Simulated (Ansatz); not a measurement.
HfN (interface cell)

Input file:

```
crystal:
  lattice:
    - [3.2157737866, 0.0, 0.0]
    - [0.0, 4.5477909025, 0.0]
    - [0.0, 0.0, 15.6757418645]
  atoms:
    - { symbol: Hf, position: [0.0, 0.0, 0.0279705363] }
    - { symbol: Hf, position: [0.5, 0.5, 0.1313711554] }
    - { symbol: "N", position: [0.0, 0.5, 0.0450658871] }
    - { symbol: "N", position: [0.5, 0.0, 0.1331050406] }
    - { symbol: Hf, position: [1.0, 0.0, 0.2436288446] }
    - { symbol: Hf, position: [0.5, 0.5, 0.3470294637] }
    - { symbol: "N", position: [1.0, 0.5, 0.2418949594] }
    - { symbol: "N", position: [0.5, 0.0, 0.3299341129] }
    - { symbol: "N", position: [1.0, 0.0, 0.5450658871] }
    - { symbol: "N", position: [0.5, 0.5, 0.6331050406] }
    - { symbol: Hf, position: [1.0, 0.5, 0.5279705363] }
    - { symbol: Hf, position: [0.5, 0.0, 0.6313711554] }
    - { symbol: "N", position: [1.0, 0.0, 0.7418949594] }
    - { symbol: "N", position: [0.5, 0.5, 0.8299341129] }
    - { symbol: Hf, position: [1.0, 0.5, 0.7436288446] }
    - { symbol: Hf, position: [0.5, 0.0, 0.8470294637] }
basis:
  ecutwfc: 420
kpoints:
  mp_grid: { grid: [16, 12, 6] }
hamiltonian:
  xc: pbe
scf:
  occupations: { method: gaussian, width: 0.1 }
output:
  forces: true
  stress: true
  eigenvalues: true
  write_density: true
  write_potential: true
  elf: true
  volumetric_format: npy
```

Command:

```sh
ansatz run input.yaml --threads 2 --pin off --max-ram 5120MiB --backend cpu --events-out ev --progress --plain --runs-dir out
```

Computed pressure about −3 GPa in this cell.

These are results of Ansatz, DFT PBE, scalar-relativistic, plane waves, PAW, not measurements.

The density is the valence pseudo-density of a PAW calculation; it isn't the true density close to the nuclei.

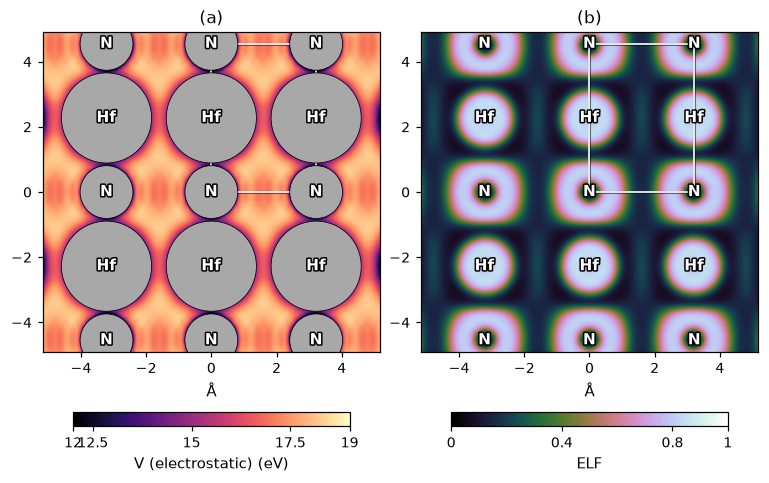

Figure 1. (a) electrostatic potential energy of an electron; (b) ELF on the (001) plane of the calculation cell. Grey discs cover the atomic cores in the potential map.

> Read the bonding off the picture.

- Atoms in the plane: N and Hf.
- Hf–Hf (3.22 Å): the ELF is about 0.25 at the midpoint: no shared electron pair shows on this line.
- Hf–N (2.27 Å): the ELF peaks at about 0.80 in the valence shell of N, 0.7 Å from its nucleus, and drops to about 0.15 between the two atoms (no shared electron pair shows on this line).
- The features right at Hf lie inside the PAW spheres, where the map follows smoothed inner orbitals and isn't to be read closely.
- Outside the cores the potential energy rises away from the atoms and is highest about 1.2 Å from the nearest atoms; its zero is arbitrary.

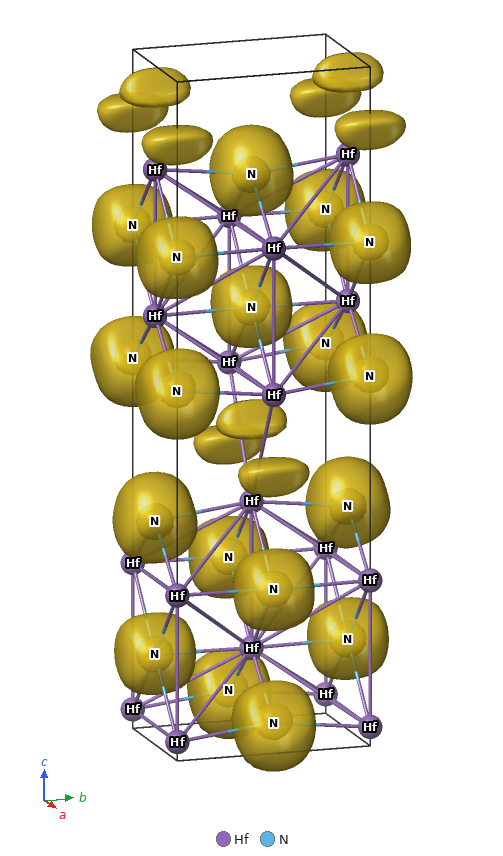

Figure 2. Isosurface of the ELF at 0.65 (yellow), seen slightly off an axis. Core shells and regions of very low density are left out. Sticks mark near contacts.

> Identify the bonds, lone pairs and shells in this picture.

At this value the surface marks out eight regions wrapped around N (the valence shell of each) and four pockets between the atoms, centred on no nucleus (multi-centre or interstitial), counted in one cell of 16 atoms. Any copies at cell faces, edges or corners count once.


Hf–N (2.10 Å): the ELF peaks at about 0.80 in the valence shell of N, 0.6 Å from its nucleus, and drops to about 0.25 between the two atoms: no localised pair shows between them.

> Does the calculation make it a metal, or give it a gap?

It is metallic or semimetallic at this level of theory: no gap opens.
